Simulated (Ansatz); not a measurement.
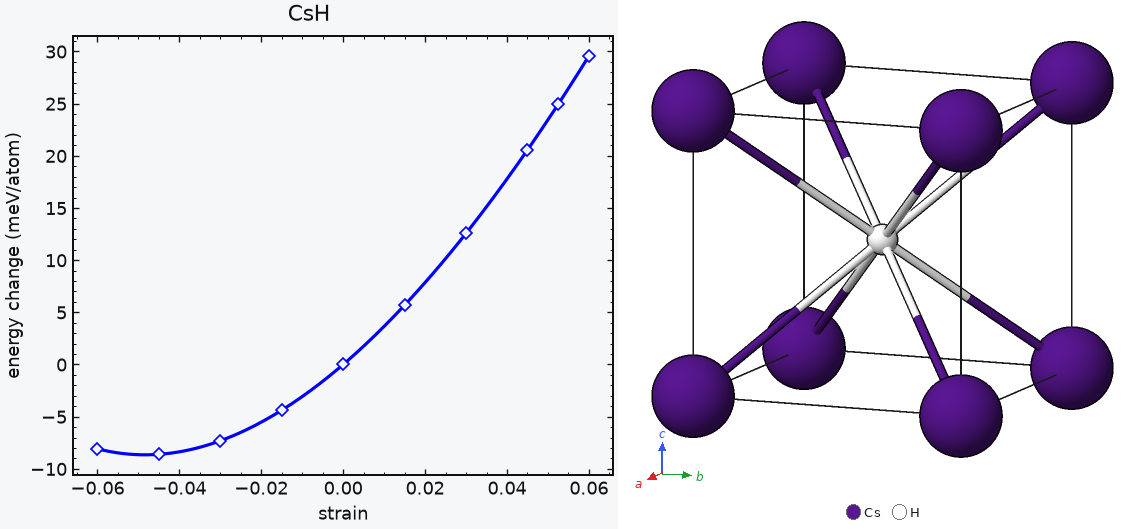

The figure shows the energy change against strain for CsH, space group Pm-3m (No. 221). The cell is drawn beside the plot.

Structure:
```yaml
crystal:
  lattice:
    - [3.81841, 0.00000, 0.00000]
    - [0.00000, 3.81841, 0.00000]
    - [0.00000, 0.00000, 3.81841]
  atoms:
    - { symbol: Cs, position: [0.00000, 0.00000, 0.00000] }
    - { symbol: H, position: [0.50000, 0.50000, 0.50000] }
```

Method: homogeneous strain of a crystal along one Voigt pattern with engineering shear, fractional coordinates fixed, by plane-wave density functional theory with PAW datasets, free energies less that of the undisturbed cell, pressure positive in compression; scalar-relativistic (Ansatz 0.2.0). Level: LDA, no spin polarisation.

```csv
setting,value
wave cutoff,420 eV
k mesh,8×8×8
occupations,Gaussian
smearing width,0.05 eV
k shift,"(0, 0, 0) (mesh steps)"
start,as given
strain pattern,"(0, 0, 1, 0, 0, 0) (xx yy zz yz xz xy with engineering shear)"
```

From this curve and the settings, what does the calculation give for the tensile stress summed over the strain pattern, pressure and gap on the k mesh at the same points?

The tensile stress summed over the strain pattern rises from −0.593 GPa at strain −0.0600 to 3.646 GPa at 0.0600, and changes sign near −0.048. The pressure falls from −1.222 GPa at strain −0.0600 to −2.356 GPa at 0.0600. The gap on the k mesh stays open and runs from 2.295 eV at strain −0.0600 to 2.024 eV at 0.0600, with its largest value, 2.349 eV, at −0.0450.

```json
{"strain": "-0.0600", "tensile stress summed over the strain pattern (GPa)": "-0.593", "pressure (GPa)": "-1.222", "gap on the k mesh (eV)": "2.295"}
{"strain": "-0.0450", "tensile stress summed over the strain pattern (GPa)": "0.162", "pressure (GPa)": "-1.444", "gap on the k mesh (eV)": "2.349"}
{"strain": "-0.0300", "tensile stress summed over the strain pattern (GPa)": "0.824", "pressure (GPa)": "-1.634", "gap on the k mesh (eV)": "2.335"}
{"strain": "-0.0150", "tensile stress summed over the strain pattern (GPa)": "1.412", "pressure (GPa)": "-1.798", "gap on the k mesh (eV)": "2.316"}
{"strain": "0.0000", "tensile stress summed over the strain pattern (GPa)": "1.940", "pressure (GPa)": "-1.940", "gap on the k mesh (eV)": "2.299"}
{"strain": "0.0150", "tensile stress summed over the strain pattern (GPa)": "2.419", "pressure (GPa)": "-2.064", "gap on the k mesh (eV)": "2.230"}
{"strain": "0.0300", "tensile stress summed over the strain pattern (GPa)": "2.859", "pressure (GPa)": "-2.174", "gap on the k mesh (eV)": "2.162"}
{"strain": "0.0450", "tensile stress summed over the strain pattern (GPa)": "3.266", "pressure (GPa)": "-2.270", "gap on the k mesh (eV)": "2.093"}
{"strain": "0.0525", "tensile stress summed over the strain pattern (GPa)": "3.459", "pressure (GPa)": "-2.314", "gap on the k mesh (eV)": "2.059"}
{"strain": "0.0600", "tensile stress summed over the strain pattern (GPa)": "3.646", "pressure (GPa)": "-2.356", "gap on the k mesh (eV)": "2.024"}
```

Limits of the calculation: reference crystal is not relaxed.
